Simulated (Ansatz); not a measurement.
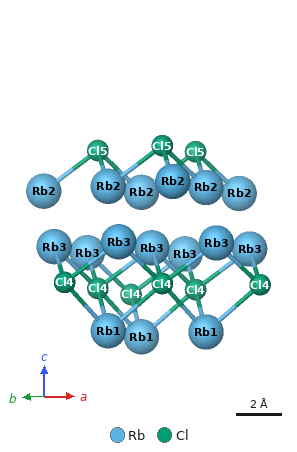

Starting structure of a crystal of Rb₃Cl₂ (built on the tetradymite_166 type) (coarse preliminary run). Style: ball-and-stick. Shown: the atoms within 5.8 Å of the atom that moves most (axes of the conventional cell (3 times the calculation's cell)), from a free direction. Lengths and directions refer to the drawn axes.

Case: anti-tetradymite type (R-3m, No. 166).

These are results of DFT PBE, scalar-relativistic, plane waves, PAW in Ansatz, not measurements.

Input file:
```yaml
crystal:
  lattice:
    - [2.2272083113, 1.285879318, 10.3242402866]
    - [-2.2272083113, 1.285879318, 10.3242402866]
    - [0.0, -2.571758636, 10.3242402866]
  atoms:
    - { symbol: Rb, position: [0.0, 0.0, 0.0] }
    - { symbol: Rb, position: [0.2095, 0.2095, 0.2095] }
    - { symbol: Rb, position: [0.7905, 0.7905, 0.7905] }
    - { symbol: Cl, position: [0.4, 0.4, 0.4] }
    - { symbol: Cl, position: [0.6, 0.6, 0.6] }
basis:
  ecutwfc: 420
kpoints:
  mp_grid: { grid: [6, 6, 6] }
hamiltonian:
  xc: pbe
scf:
  occupations: { method: gaussian, width: 0.1 }
  lower_state_search: "off"
output:
  forces: true
  stress: true
  eigenvalues: true
relax:
  adjacent_minimum: "off"
  f_tol: 0.04
  max_steps: 70
  cell: { stress_tol: 0.4 }
```

Run as
```bash
ansatz run input.yaml --threads 1 --pin off --max-ram 2560MiB --backend cpu --events-out ev --progress --plain --runs-dir out
```

What does the optimiser find from here?

The largest moves relative to the cell, 0.60 Å, are those of Rb2 and Rb3. Rb3 goes along −c. By element the largest moves are Rb 0.60 Å, Cl 0.48 Å. The drawn cell changes as follows: a = b 4.454 → 4.795 Å (+7.7 %), c 30.973 → 35.877 Å (+15.8 %); the volume changes by +34.2 %. Some distances before and after: Rb2–Cl5 3.122 → 3.372 Å, Rb1–Cl4 3.298 → 3.366 Å. Bond angles that change, for instance: Rb1–Cl4–Rb1 85.0° → 90.8°, Rb1–Cl4–Rb3 175.8° → 179.9°, Rb1–Cl4–Rb3 91.9° → 89.3°. The space group stays R-3m (No. 166). Over 4 accepted moves (5 points after the start) the energy falls by 226 meV per atom. Largest force component: 0.58 eV/Å at the start, 0.0099 eV/Å at the end. Pressure: 4.26 GPa at the start and 0.00 GPa at the end. The SCF was repeated once at an unchanged geometry on a basis and grid sized afresh for the cell, which shifted the energy by 0.7 meV per atom at most. Cost: 54 s on 1 thread of Intel(R) Xeon(R) Platinum 8375C CPU @ 2.90GHz (Ice Lake), with other jobs on the host, peak memory 0.59 GiB.

Step by step:

| step | E − E(0), meV/atom | largest force component, eV/Å | pressure, GPa | volume, Å³/atom | note |
| --- | --- | --- | --- | --- | --- |
| 0 | 0.00 | 0.5836 | 4.26 | 35.481 |  |
| 1 | -142.41 | 0.3223 | 2.09 | 39.451 |  |
| 2 | -203.34 | 0.1300 | 0.90 | 43.102 |  |
| 3 | -223.17 | 0.0228 | 0.25 | 46.244 |  |
| 4 | -224.88 | 0.0098 | -0.02 | 47.630 |  |
| 5 | -225.63 | 0.0099 | 0.00 | 47.630 | same geometry, new basis |

Final geometry:

```
CELL_PARAMETERS angstrom
2.39763 1.38427 11.95899
-2.39763 1.38427 11.95899
0.00000 -2.76855 11.95899
ATOMIC_POSITIONS crystal
Rb 0.00000 0.00000 0.00000
Rb 0.22630 0.22630 0.22630
Rb 0.77370 0.77370 0.77370
Cl 0.38670 0.38670 0.38670
Cl 0.61330 0.61330 0.61330
```

The end point in the same view:

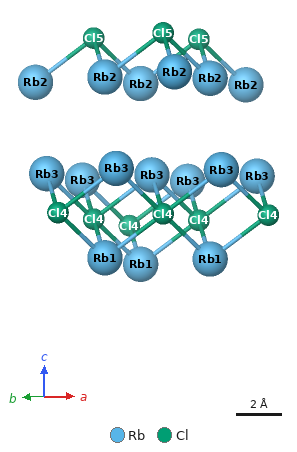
